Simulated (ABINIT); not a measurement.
Run report: ZnSe, phonon calculation (part 2 of 3)

ZnSe (F-43m, 2 atoms in the cell); Kohn-Sham DFT of a periodic cell, LDA, PseudoDojo NC SR LDA v0.4.1 standard, no spin polarisation (ABINIT 10.8.3); cutoff 1061.24 eV, 4×4×4 k-mesh, fixed occupations. The structure derives from an entry of the Crystallography Open Database.

Geometry of the input (Å; fractional positions):
```
0.0000  2.8338  2.8338
2.8338  0.0000  2.8338
2.8338  2.8338  0.0000
Se 0.7500  0.7500  0.7500
Zn 0.0000  0.0000  0.0000
```

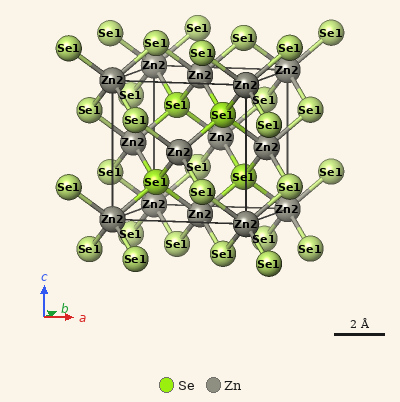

*The input geometry (ball-and-stick view of the cell 4 times as large as that of the calculation, set on its symmetry axes, seen slightly off an axis; neighbours outside the cell are drawn fainter; atoms are numbered from 1 in the order of the input).*

### What the program printed, continued
```
 ------------------------------------------------
 Atom  Sphere_radius  Integrated_density
    1        2.00000         13.25821114
    2        2.00000         18.13658407
================================================================================

 ----iterations are completed or convergence reached----

 Mean square residual over all n,k,spin=   90.193E-20; max=  55.831E-18
 reduced coordinates (array xred) for    2 atoms
       0.750000000000      0.750000000000      0.750000000000
       0.000000000000      0.000000000000      0.000000000000
 rms dE/dt=  2.4291E-30; max dE/dt=  4.2073E-30; dE/dt below (all hartree)
    1       0.000000000000      0.000000000000      0.000000000000
    2       0.000000000000      0.000000000000     -0.000000000000

 cartesian coordinates (angstrom) at end:
    1      4.25069999714445     4.25069999714445     4.25069999714445
    2      0.00000000000000     0.00000000000000     0.00000000000000

 cartesian forces (hartree/bohr) at end:
    1     -0.00000000000000    -0.00000000000000     0.00000000000000
    2      0.00000000000000     0.00000000000000    -0.00000000000000
 frms,max,avg= 3.2074173E-31 3.9282679E-31   0.000E+00  0.000E+00  0.000E+00 h/b

 cartesian forces (eV/Angstrom) at end:
    1     -0.00000000000000    -0.00000000000000     0.00000000000000
    2      0.00000000000000     0.00000000000000    -0.00000000000000
 frms,max,avg= 1.6493203E-29 2.0199966E-29   0.000E+00  0.000E+00  0.000E+00 e/A
 length scales=  1.000000000000  1.000000000000  1.000000000000 bohr
              =  0.529177210544  0.529177210544  0.529177210544 angstroms
 Fermi (or HOMO) energy (hartree) =   0.11134   Average Vxc (hartree)=  -0.37956
 Eigenvalues (hartree) for nkpt=  10  k points:
 kpt#   1, nband= 18, wtk=  0.09375, kpt= -0.1250 -0.2500  0.0000 (reduced coord)
  -4.45740   -2.78964   -2.78964   -2.78964   -1.61273   -1.61273   -1.61273   -1.61254
  -1.61254   -0.35994   -0.12699   -0.12492   -0.12477   -0.11468   -0.11358    0.01846
   0.08714    0.08860
 prteigrs : prtvol=0 or 1, do not print more k-points.

--- !EnergyTerms
iteration_state     : {dtset: 1, }
comment             : Components of total free energy in Hartree
kinetic             :  1.70470818767380E+02
hartree             :  1.24777797861784E+02
xc                  : -4.60034870806930E+01
Ewald energy        : -1.64371564841345E+02
psp_core            :  6.45919174651042E+00
local_psp           : -3.22520184813558E+02
non_local_psp       : -9.89638530001783E+01
total_energy        : -3.30151281360100E+02
total_energy_eV     : -8.98387403669524E+03
band_energy         : -4.35043169837361E+01
...

 Cartesian components of stress tensor (hartree/bohr^3)
  sigma(1 1)=  1.32271149E-04  sigma(3 2)=  0.00000000E+00
  sigma(2 2)=  1.32271149E-04  sigma(3 1)=  0.00000000E+00
  sigma(3 3)=  1.32271149E-04  sigma(2 1)=  0.00000000E+00

-Cartesian components of stress tensor (GPa)         [Pressure= -3.8916E+00 GPa]
- sigma(1 1)=  3.89155155E+00  sigma(3 2)=  0.00000000E+00
- sigma(2 2)=  3.89155155E+00  sigma(3 1)=  0.00000000E+00
- sigma(3 3)=  3.89155155E+00  sigma(2 1)=  0.00000000E+00

================================================================================
== DATASET  2 ==================================================================

--- !DatasetInfo
iteration_state: {dtset: 2, }
dimensions: {natom: 2, nkpt: 128, mband: 18, nsppol: 1, nspinor: 1, nspden: 1, mpw: 3599, }
cutoff_energies: {ecut:  39.0, pawecutdg:  -1.0, }
electrons: {nelect:   3.60000000E+01, charge:   0.00000000E+00, occopt:   1.00000000E+00, tsmear:   1.00000000E-02, }
meta: {optdriver: 1, rfelfd: 2, }
...

 mkfilename : getwfk/=0, take file _WFK from output of DATASET   1.

 Exchange-correlation functional for the present dataset will be:
  LDA: Perdew-Wang 92 LSD fit to Ceperley-Alder data - ixc=7
  J.P.Perdew and Y.Wang, PRB 45, 13244 (1992)

 Real(R)+Recip(G) space primitive vectors, cartesian coordinates (Bohr,Bohr^-1):
 R(1)=  0.0000000  5.3551059  5.3551059  G(1)= -0.0933688  0.0933688  0.0933688
 R(2)=  5.3551059  0.0000000  5.3551059  G(2)=  0.0933688 -0.0933688  0.0933688
 R(3)=  5.3551059  5.3551059  0.0000000  G(3)=  0.0933688  0.0933688 -0.0933688
 Unit cell volume ucvol=  3.0713845E+02 bohr^3
 Angles (23,13,12)=  6.00000000E+01  6.00000000E+01  6.00000000E+01 degrees
 setup1 : take into account q-point for computing boxcut.

 getcut: wavevector=  0.0000  0.0000  0.0000  ngfft=  45  45  45
         ecut(hartree)=     39.000   => boxcut(ratio)=   2.06668
--------------------------------------------------------------------------------

 ==>  initialize data related to q vector <==

 The list of irreducible perturbations for this q vector is:
    1)    idir= 1    ipert=   3
    2)    idir= 2    ipert=   3
    3)    idir= 3    ipert=   3

================================================================================

--------------------------------------------------------------------------------
 Perturbation wavevector (in red.coord.)   0.000000  0.000000  0.000000
 Perturbation : derivative vs k along direction   1
 The set of symmetries contains only one element for this perturbation.
 symkpt : not enough symmetry to change the number of k points.

--------------------------------------------------------------------------------

--------------------------------------------------------------------------------

 Initialisation of the first-order wave-functions :
  ireadwf=   0

--- !BeginCycle
iteration_state: {dtset: 2, }
solver: {iscf: -3, nstep: 80, nline: 4, wfoptalg: 0, }
tolerances: {tolwfr: 1.00E-18, }
...

     iter   2DEtotal(Ha)        deltaE(Ha) residm    vres2
-ETOT  1  -67.808177592613     -6.781E+01 6.808E-01 0.000E+00
 ETOT  2  -68.029514358375     -2.213E-01 7.410E-02 0.000E+00
 ETOT  3  -68.036646324395     -7.132E-03 9.846E-03 0.000E+00
 ETOT  4  -68.037138858414     -4.925E-04 8.822E-04 0.000E+00
 ETOT  5  -68.037183892145     -4.503E-05 1.093E-04 0.000E+00
 ETOT  6  -68.037188686881     -4.795E-06 1.407E-05 0.000E+00
 ETOT  7  -68.037189248981     -5.621E-07 1.511E-06 0.000E+00
 ETOT  8  -68.037189318343     -6.936E-08 2.416E-07 0.000E+00
 ETOT  9  -68.037189327169     -8.825E-09 2.474E-08 0.000E+00
 ETOT 10  -68.037189328311     -1.142E-09 4.283E-09 0.000E+00
 ETOT 11  -68.037189328461     -1.496E-10 4.259E-10 0.000E+00
 ETOT 12  -68.037189328480     -1.977E-11 7.674E-11 0.000E+00
 ETOT 13  -68.037189328483     -2.657E-12 7.510E-12 0.000E+00
 ETOT 14  -68.037189328483     -3.268E-13 1.384E-12 0.000E+00
 ETOT 15  -68.037189328483     -7.105E-14 1.344E-13 0.000E+00
 ETOT 16  -68.037189328484     -4.263E-14 2.510E-14 0.000E+00
 ETOT 17  -68.037189328484      1.421E-14 2.426E-15 0.000E+00
 ETOT 18  -68.037189328484      0.000E+00 4.572E-16 0.000E+00
 ETOT 19  -68.037189328484      0.000E+00 4.407E-17 0.000E+00
 ETOT 20  -68.037189328483      1.421E-14 8.354E-18 0.000E+00
 ETOT 21  -68.037189328483      0.000E+00 9.999E-19 0.000E+00

 At SCF step   21   max residual=  1.00E-18 < tolwfr=  1.00E-18 =>converged.
================================================================================

 ----iterations are completed or convergence reached----

 Mean square residual over all n,k,spin=   54.231E-20; max=  99.988E-20
 dfpt_looppert : ek2=    7.4339112257E+01
          f-sum rule ratio=    1.0008196116E+00
 Expectation of eigenvalue derivatives (hartree) for nkpt= 128  k points:
  (in case of degenerate eigenvalues, averaged derivative)
 kpt#   1, nband= 18, wtk=  0.00781, kpt= -0.1250 -0.2500  0.0000 (reduced coord)
  -0.00000    0.00000    0.00000    0.00000    0.00003   -0.00001   -0.00002    0.00002
  -0.00000   -0.01923    0.01124   -0.00978   -0.00846    0.00450   -0.00356   -0.05886
   0.13008    0.18179
 prteigrs : prtvol=0 or 1, do not print more k-points.

 2DEtotal=   -0.6803718933E+02 Ha. Also 2DEtotal=   -0.185138623791E+04 eV
    (  non-var. 2DEtotal :   -6.8037189327E+01 Ha)

--------------------------------------------------------------------------------
 Perturbation wavevector (in red.coord.)   0.000000  0.000000  0.000000
 Perturbation : derivative vs k along direction   2
 The set of symmetries contains only one element for this perturbation.
 symkpt : not enough symmetry to change the number of k points.

--------------------------------------------------------------------------------

--------------------------------------------------------------------------------

 Initialisation of the first-order wave-functions :
  ireadwf=   0

--- !BeginCycle
iteration_state: {dtset: 2, }
solver: {iscf: -3, nstep: 80, nline: 4, wfoptalg: 0, }
tolerances: {tolwfr: 1.00E-18, }
...

     iter   2DEtotal(Ha)        deltaE(Ha) residm    vres2
-ETOT  1  -67.808177592374     -6.781E+01 6.808E-01 0.000E+00
 ETOT  2  -68.029514358136     -2.213E-01 7.410E-02 0.000E+00
 ETOT  3  -68.036646324156     -7.132E-03 9.846E-03 0.000E+00
 ETOT  4  -68.037138858175     -4.925E-04 8.822E-04 0.000E+00
 ETOT  5  -68.037183891906     -4.503E-05 1.093E-04 0.000E+00
 ETOT  6  -68.037188686643     -4.795E-06 1.407E-05 0.000E+00
 ETOT  7  -68.037189248742     -5.621E-07 1.511E-06 0.000E+00
 ETOT  8  -68.037189318105     -6.936E-08 2.416E-07 0.000E+00
 ETOT  9  -68.037189326930     -8.825E-09 2.474E-08 0.000E+00
 ETOT 10  -68.037189328072     -1.142E-09 4.283E-09 0.000E+00
 ETOT 11  -68.037189328222     -1.497E-10 4.259E-10 0.000E+00
 ETOT 12  -68.037189328242     -1.970E-11 7.674E-11 0.000E+00
 ETOT 13  -68.037189328244     -2.572E-12 7.510E-12 0.000E+00
 ETOT 14  -68.037189328245     -3.695E-13 1.384E-12 0.000E+00
 ETOT 15  -68.037189328245     -4.263E-14 1.344E-13 0.000E+00
 ETOT 16  -68.037189328245      4.263E-14 2.510E-14 0.000E+00
 ETOT 17  -68.037189328245     -2.842E-14 2.426E-15 0.000E+00
 ETOT 18  -68.037189328245      1.421E-14 4.572E-16 0.000E+00
 ETOT 19  -68.037189328245     -1.421E-14 4.407E-17 0.000E+00
 ETOT 20  -68.037189328245      0.000E+00 8.354E-18 0.000E+00
 ETOT 21  -68.037189328245      0.000E+00 9.999E-19 0.000E+00

 At SCF step   21   max residual=  1.00E-18 < tolwfr=  1.00E-18 =>converged.
================================================================================

 ----iterations are completed or convergence reached----

 Mean square residual over all n,k,spin=   54.201E-20; max=  99.988E-20
 dfpt_looppert : ek2=    7.4339112257E+01
          f-sum rule ratio=    1.0008196116E+00
 Expectation of eigenvalue derivatives (hartree) for nkpt= 128  k points:
  (in case of degenerate eigenvalues, averaged derivative)
 kpt#   1, nband= 18, wtk=  0.00781, kpt= -0.1250 -0.2500  0.0000 (reduced coord)
  -0.00000    0.00001    0.00000    0.00000   -0.00000   -0.00002   -0.00001    0.00000
  -0.00001   -0.07975   -0.01347   -0.01141   -0.01609   -0.00081   -0.00198    0.43339
   0.10341    0.12084
 prteigrs : prtvol=0 or 1, do not print more k-points.

 2DEtotal=   -0.6803718933E+02 Ha. Also 2DEtotal=   -0.185138623790E+04 eV
    (  non-var. 2DEtotal :   -6.8037189326E+01 Ha)

--------------------------------------------------------------------------------
 Perturbation wavevector (in red.coord.)   0.000000  0.000000  0.000000
 Perturbation : derivative vs k along direction   3
 The set of symmetries contains only one element for this perturbation.
 symkpt : not enough symmetry to change the number of k points.

--------------------------------------------------------------------------------

--------------------------------------------------------------------------------

 Initialisation of the first-order wave-functions :
  ireadwf=   0

--- !BeginCycle
iteration_state: {dtset: 2, }
solver: {iscf: -3, nstep: 80, nline: 4, wfoptalg: 0, }
tolerances: {tolwfr: 1.00E-18, }
...

     iter   2DEtotal(Ha)        deltaE(Ha) residm    vres2
-ETOT  1  -67.808177592136     -6.781E+01 6.808E-01 0.000E+00
 ETOT  2  -68.029514357897     -2.213E-01 7.410E-02 0.000E+00
 ETOT  3  -68.036646323918     -7.132E-03 9.846E-03 0.000E+00
 ETOT  4  -68.037138857937     -4.925E-04 8.822E-04 0.000E+00
 ETOT  5  -68.037183891667     -4.503E-05 1.093E-04 0.000E+00
 ETOT  6  -68.037188686404     -4.795E-06 1.407E-05 0.000E+00
 ETOT  7  -68.037189248503     -5.621E-07 1.511E-06 0.000E+00
 ETOT  8  -68.037189317866     -6.936E-08 2.416E-07 0.000E+00
 ETOT  9  -68.037189326691     -8.825E-09 2.474E-08 0.000E+00
 ETOT 10  -68.037189327834     -1.142E-09 4.283E-09 0.000E+00
 ETOT 11  -68.037189327983     -1.496E-10 4.259E-10 0.000E+00
 ETOT 12  -68.037189328003     -1.977E-11 7.674E-11 0.000E+00
 ETOT 13  -68.037189328006     -2.572E-12 7.510E-12 0.000E+00
 ETOT 14  -68.037189328006     -3.695E-13 1.384E-12 0.000E+00
 ETOT 15  -68.037189328006      1.421E-14 1.344E-13 0.000E+00
 ETOT 16  -68.037189328006     -5.684E-14 2.510E-14 0.000E+00
 ETOT 17  -68.037189328006      1.421E-14 2.426E-15 0.000E+00
 ETOT 18  -68.037189328006      1.421E-14 4.572E-16 0.000E+00
 ETOT 19  -68.037189328006     -1.421E-14 4.407E-17 0.000E+00
 ETOT 20  -68.037189328006      1.421E-14 8.354E-18 0.000E+00
 ETOT 21  -68.037189328006     -1.421E-14 9.999E-19 0.000E+00

 At SCF step   21   max residual=  1.00E-18 < tolwfr=  1.00E-18 =>converged.
================================================================================

 ----iterations are completed or convergence reached----

 Mean square residual over all n,k,spin=   54.231E-20; max=  99.988E-20
 dfpt_looppert : ek2=    7.4339112257E+01
          f-sum rule ratio=    1.0008196116E+00
 Expectation of eigenvalue derivatives (hartree) for nkpt= 128  k points:
  (in case of degenerate eigenvalues, averaged derivative)
 kpt#   1, nband= 18, wtk=  0.00781, kpt= -0.1250 -0.2500  0.0000 (reduced coord)
   0.00000   -0.00000   -0.00000   -0.00000   -0.00001    0.00001    0.00001   -0.00001
   0.00001    0.04949    0.00112    0.01060    0.01227   -0.00185    0.00277   -0.18726
  -0.11674   -0.15131
 prteigrs : prtvol=0 or 1, do not print more k-points.
```
